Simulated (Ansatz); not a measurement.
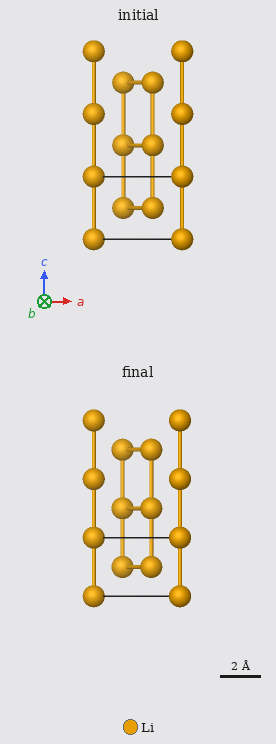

The structure of crystalline Li (built on the omega_191 type) before (top) and after (bottom) a relaxation, at one scale.

Style: ball-and-stick. Shown: the cell of the calculation, repeated 1 × 1 × 3 with one cell outlined, along the b axis.

Case: omega type (P6/mmm, No. 191).

All numbers below come from DFT r2SCAN, scalar-relativistic, plane waves, PAW in Ansatz 0.2.0. Settings: plane-wave cutoff 500 eV; k-point mesh 12 × 12 × 14; occupations gaussian; smearing width 0.1 eV; no spin polarisation; cell and atoms relaxed; force threshold 0.01 eV/Å; at most 80 steps.

Q: Describe what moved and what it gained.

A: The energy falls by 38.7 meV per cell of the calculation in 3 accepted moves (4 points after the start). All forces vanish by symmetry, so only the cell relaxes. Pressure: −1.23 GPa at the start and −0.01 GPa at the end. The SCF was repeated once at an unchanged geometry on a basis and grid sized afresh for the cell, which shifted the energy by 0.2 meV per cell of the calculation at most. No atom moves by more than 0.005 Å relative to the cell. The volume changes by −11.1 %, with a = b 5.114 → 4.984 Å (−2.5 %), c 3.135 → 2.933 Å (−6.4 %). Some distances before and after: Li–Li 3.135 → 2.933 Å, Li–Li 2.952 → 2.878 Å. The space group stays P6/mmm (No. 191). The run took about 25 core-seconds on a shared host.
